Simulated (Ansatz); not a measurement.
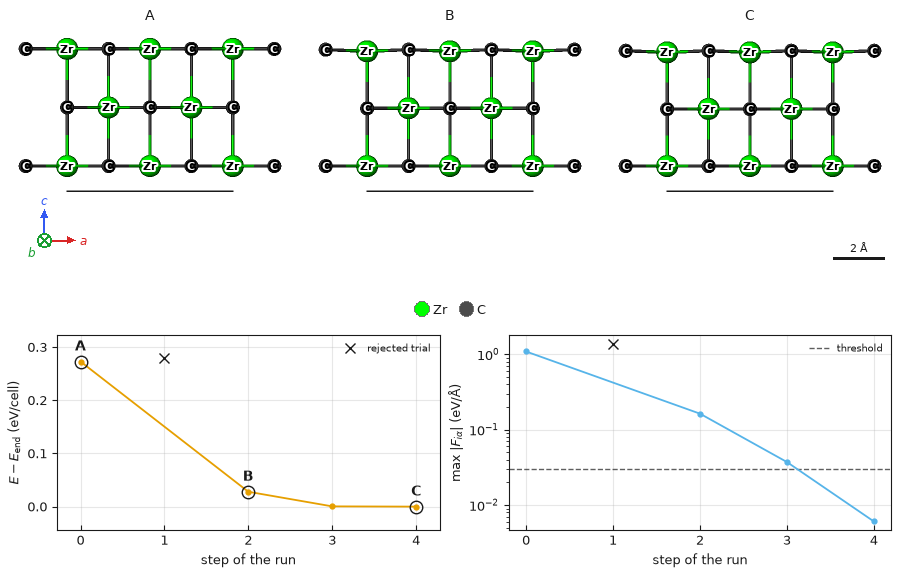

Frames of a constrained relaxation of a slab of composition ZrC (cut from the Fm-3m phase), marked on the history of the run. Style: ball-and-stick. Shown: the cell of the calculation, outlined in the plane, without the vacuum, along the b axis.

Case: clean slab, lower planes held. The slab is the (1 0 0) face of ZrC. 8 atoms are held fixed.

Level of theory: DFT PBE+D3(BJ), scalar-relativistic, plane waves, PAW in Ansatz 0.2.0. Settings: plane-wave cutoff 420 eV; k-point mesh 3 × 3 × 1; occupations gaussian; smearing width 0.1 eV; no spin polarisation; dipole correction; atoms relaxed in a fixed cell; force threshold 0.03 eV/Å; at most 70 steps.

### Describe the path.

Over 3 accepted moves (4 points after the start) the energy falls by 0.273 eV per cell of the calculation. The largest force component goes from 1.1 to 0.0061 eV/Å. The line search rejected the trial step at point 1 of the run. The largest moves, 0.14 Å, are those of Zr atoms. Largest moves by element: Zr 0.14 Å, C 0.08 Å. The lattice vectors keep their values. Some distances before and after: C–Zr 2.336 → 2.264 Å, Zr–Zr 3.304 → 3.247 Å, C–Zr 2.336 → 2.318 Å. Among the angles between lasting bonds that change: C–Zr–C 180.0° → 176.9°, Zr–C–Zr 180.0° → 176.9°. Cost: 45 s on 4 threads of Intel(R) Xeon(R) 6975P-C (Granite Rapids), on a shared host, peak memory 1.7 GiB. From step 0 to 2: Zr atoms move most (0.10 Å), energy −0.245 eV per cell of the calculation. From step 2 to 4: C atoms move most (0.04 Å), energy −28.0 meV per cell of the calculation.

```json
{"step": "0", "E − E(0), meV/atom": "0.00", "largest force component, eV/Å": "1.0916", "note": ""}
{"step": "1", "E − E(0), meV/atom": "0.24", "largest force component, eV/Å": "1.3875", "note": "rejected"}
{"step": "2", "E − E(0), meV/atom": "-10.20", "largest force component, eV/Å": "0.1634", "note": ""}
{"step": "3", "E − E(0), meV/atom": "-11.35", "largest force component, eV/Å": "0.0373", "note": ""}
{"step": "4", "E − E(0), meV/atom": "-11.37", "largest force component, eV/Å": "0.0061", "note": ""}
```
